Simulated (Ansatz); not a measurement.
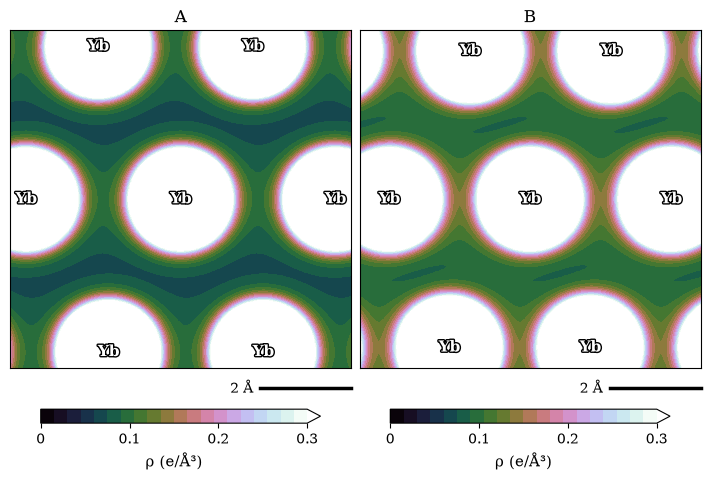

Yb. The valence charge density (pseudo) of two cells that differ in size and shape, on the (100) plane of each (indices in the axes of the calculation cell), at one length scale and on one colour scale; one has 31.3 and the other 37.2 Å³ an atom.

Method: Ansatz, DFT PBE, scalar-relativistic, plane waves, PAW.

In a PAW calculation such maps are meaningful between the atoms, not at the nuclei.

Which is the denser cell? Describe the effect of the change.

Answer. Panel B is the smaller cell, by 16 % in volume. From the larger cell to the smaller, Yb–Yb goes from 3.39 to 3.09 Å, and the density at its midpoint from 0.1 to 0.14 e/Å³; the pressure goes from −0.2 to 3.5 GPa.
